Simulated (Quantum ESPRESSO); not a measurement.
# Energy of KI along an even scaling of the cell

System: KI (Fm-3m, 2 atoms in the cell).
Method: Kohn-Sham DFT of a periodic cell, LDA, GBRV 1.5 LDA, no spin polarisation (Quantum ESPRESSO 7.5).

The 7 runs differ only in the geometry, by an even scaling of the cell at fixed fractional positions. The structure derives from an entry of the Crystallography Open Database.

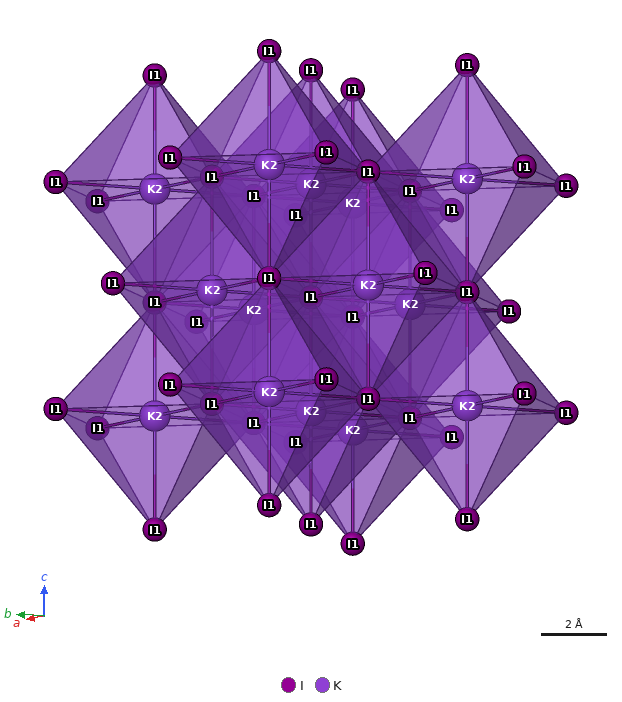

Figure 1. The structure of run 4 (polyhedral view of the cell 4 times as large as that of the calculation, set on its symmetry axes, seen at an oblique angle; polyhedra are completed across the faces of the cell; atoms are numbered from 1 in the order of the input).

## Input of run 4
```
&CONTROL
  calculation = 'scf'
  prefix = 'pwscf'
  outdir = './tmp'
  pseudo_dir = './pseudo'
  tstress = .true.
  disk_io = 'nowf'
/
&SYSTEM
  ibrav = 0
  nat = 2
  ntyp = 2
  ecutwfc = 45
  ecutrho = 360
  nbnd = 14
  occupations = 'smearing'
  smearing = 'fd'
  degauss = 0.00367493
/
&ELECTRONS
  conv_thr = 4d-10
  electron_maxstep = 120
  mixing_beta = 0.5
/
ATOMIC_SPECIES
I    126.9045 i_lda_v1.uspp.F.UPF
K     39.0983 k_lda_v1.4.uspp.F.UPF
CELL_PARAMETERS angstrom
   0.0000000000    3.5327750000    3.5327750000
   3.5327750000    0.0000000000    3.5327750000
   3.5327750000    3.5327750000    0.0000000000
ATOMIC_POSITIONS crystal
I      0.5000000000    0.5000000000    0.5000000000
K      0.0000000000    0.0000000000    0.0000000000
K_POINTS automatic
7 7 7 0 0 0
```

Command:
```bash
OMP_NUM_THREADS=1 mpirun -n 2 pw.x -nk 2 -in pw.in > pw.out
```

Lattice vectors (Å) and fractional positions of run 4:
```
   0.000000    3.532775    3.532775
   3.532775    0.000000    3.532775
   3.532775    3.532775    0.000000
I   0.500000  0.500000  0.500000
K   0.000000  0.000000  0.000000
```

Run 5 differs from it as follows:
```diff
-   0.0000000000    3.5327750000    3.5327750000
-   3.5327750000    0.0000000000    3.5327750000
-   3.5327750000    3.5327750000    0.0000000000
+   0.0000000000    3.5561715428    3.5561715428
+   3.5561715428    0.0000000000    3.5561715428
+   3.5561715428    3.5561715428    0.0000000000
```

## Results, with one run withheld

| run | volume per atom (Å³) | free energy per atom, from the lowest run given (meV) | pressure (GPa) | gap on the mesh (eV) |
| --- | --- | --- | --- | --- |
| 1 | 41.445 | 0.00 | −0.80 | 3.75 |
| 2 | 42.327 | 4.30 | −1.04 | 3.70 |
| 3 | 43.209 | 9.93 | −1.26 | 3.65 |
| 4 | 44.091 | 16.70 | −1.45 | 3.60 |
| 5 | 44.973 | ? | ? | ? |
| 6 | 45.854 | 33.04 | −1.76 | 3.52 |
| 7 | 46.736 | 42.40 | −1.89 | 3.48 |

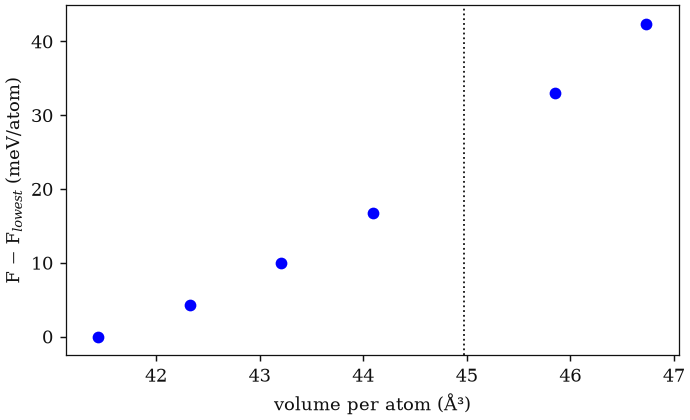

Figure 2. Free energy per atom of the runs given; the dotted line marks run 5.

Estimate the energy of run 5 from the others.

A cubic polynomial in V^(−2/3) (the Birch–Murnaghan form), fitted to the 6 runs given, misses them by at most 0.01 meV per atom. With x = V^(−2/3) − 0.08038 Å⁻², it reads F = 14.989 − 6539.2 x + 5.4241e+05 x² + 4.2872e+06 x³ (meV per atom). At run 5 it gives 24.45 meV per atom, and the run itself gives 24.50. The slope of the fit gives a pressure −dF/dV of −1.49 GPa there, and the run prints −1.62 GPa. The two needn't agree exactly: the fit is approximate, and the printed stress is taken on a finite basis. The fit has no minimum inside this range. The gap on the mesh goes, without turning, from 3.75 eV in run 1 to 3.48 eV in run 7; run 5 has 3.56 eV. These are gaps of this functional on this mesh, which can miss the band edges; they aren't the measured gap.

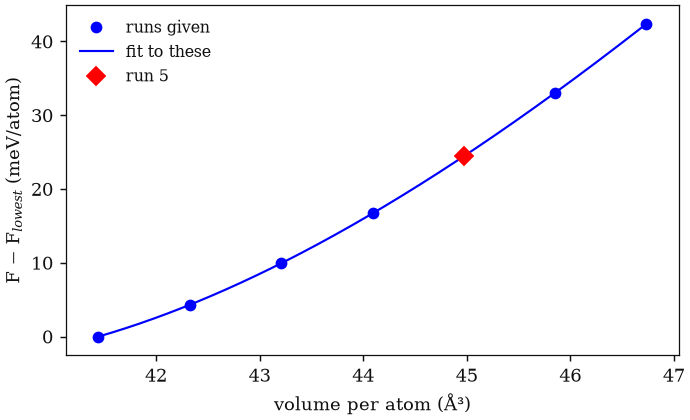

Figure 3. The fit and the withheld run.

## Some lines of the output (run 5)
```
[...]
     number of k points=    20  Fermi-Dirac smearing, width (Ry)=  0.0037
     total energy              =    -121.85639062 Ry
     total energy              =    -121.87110036 Ry
     total energy              =    -121.87218582 Ry
     total energy              =    -121.87225852 Ry
     total energy              =    -121.87227253 Ry
     total energy              =    -121.87227449 Ry
     total energy              =    -121.87227481 Ry
     total energy              =    -121.87227483 Ry
     the Fermi energy is     3.4958 ev
!    total energy              =    -121.87227483 Ry
     The total energy is F=E-TS. E is the sum of the following terms:
     Computing stress (Cartesian axis) and pressure
          total   stress  (Ry/bohr**3)                   (kbar)     P=      -16.20
```
